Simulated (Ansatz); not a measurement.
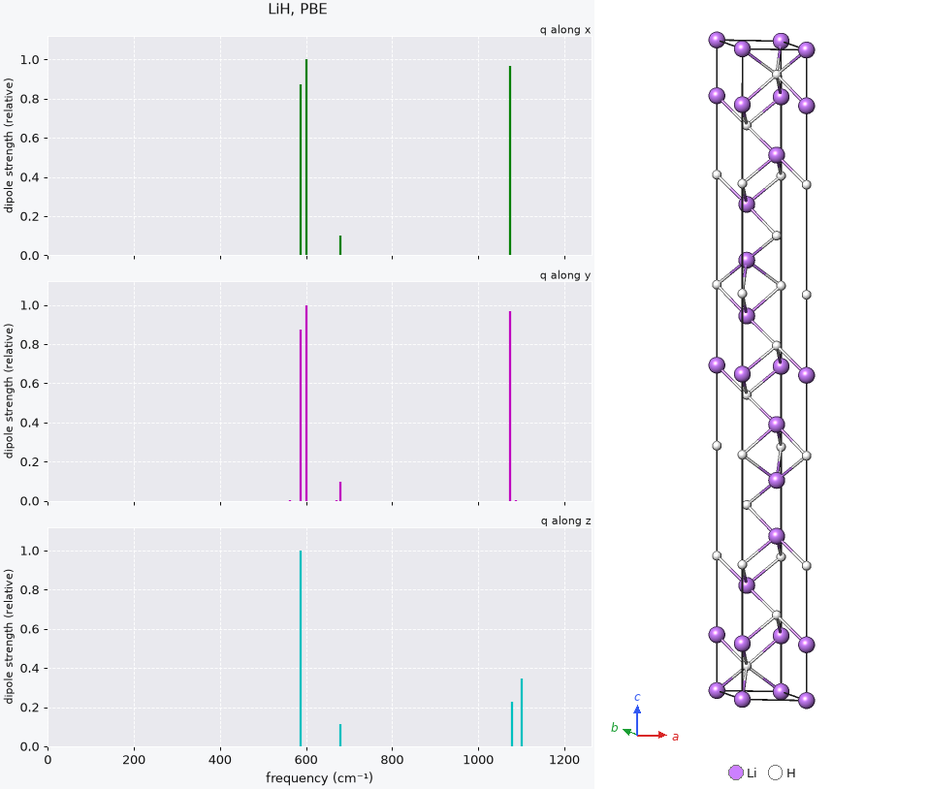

The plot gives the computed polar optical modes, transverse and longitudinal, for each direction of approach to the zone centre for LiH, space group R-3m (No. 166) (cell built by us, not taken from a database). Each panel is scaled to its strongest line. The conventional cell is drawn beside the plot.

The given structure:
```
Li H
1.0
     1.40333    0.81021    9.52351
    -1.40333    0.81021    9.52351
     0.00000   -1.62042    9.52351
Li H
4 4
Cartesian
  0.0000 0.0000 0.0000
  0.0000 0.0000 14.2853
  0.0000 0.0000 26.1204
  0.0000 0.0000 2.4501
  0.0000 0.0000 22.6520
  0.0000 0.0000 5.9185
  0.0000 0.0000 17.8230
  0.0000 0.0000 10.7475
```

How it was computed, with Ansatz 0.2.0: optical phonons of an insulator on the approach to the zone centre along x, y and z with the field of polar modes, imaginary frequencies are negative, field response on a mesh refined by the program; plane waves with PAW datasets. Level: PBE, no spin polarisation.

wave cutoff 420 eV; k mesh 12×12×12; occupations fixed; pressure 0 GPa.

Question: Where do the polar lines stronger than 2 % of the strongest lie for each direction?

Answer: Along x the polar lines lie at 586.7, 600.0, 680.7, 1074.0 cm⁻¹; along y the polar lines lie at 586.7, 600.0, 680.7, 1074.0 cm⁻¹; along z the polar lines lie at 586.7, 680.7, 1077.8, 1100.9 cm⁻¹.

The computed values:

```
at  frequency (cm⁻¹)  degeneracy  dipole strength ((D/Å)²/amu)
 x             108.7           1                         0.021
 x             108.9           1                         0.002
 x             165.6           2                             0
 x             242.7           1                         0.006
 x             242.8           1                             0
 x             383.5           1                         0.076
 x             387.1           1                             0
 x             562.2           1                         0.094
 x             586.7           1                          89.8
 x             600.0           1                           103
 x             653.6           2                             0
 x             670.4           1                         0.263
 x             680.7           1                          10.2
 x             760.6           2                             0
 x            1060.2           1                             0
 x            1074.0           1                          99.8
 x            1087.3           1                         0.093
 x            1093.4           1                             0
 y             108.7           1                         0.021
 y             108.9           1                         0.002
 y             165.6           2                             0
 y             242.7           1                         0.006
 y             242.8           1                             0
 y             383.5           1                         0.076
 y             387.1           1                             0
 y             562.2           1                         0.094
 y             586.7           1                          89.8
 y             600.0           1                           103
 y             653.6           2                             0
 y             670.4           1                         0.263
 y             680.7           1                          10.2
 y             760.6           2                             0
 y            1060.2           1                             0
 y            1074.0           1                          99.8
 y            1087.3           1                         0.093
 y            1093.4           1                             0
 z             108.7           2                         0.043
 z             165.6           2                             0
 z             242.7           2                         0.011
 z             383.6           1                         0.003
 z             387.1           1                             0
 z             562.2           1                             0
 z             586.7           2                           180
 z             653.6           2                             0
 z             680.7           2                          20.4
 z             760.6           2                             0
 z            1060.2           1                             0
 z            1077.8           1                          40.6
 z            1093.4           1                             0
 z            1100.9           1                          62.5
```
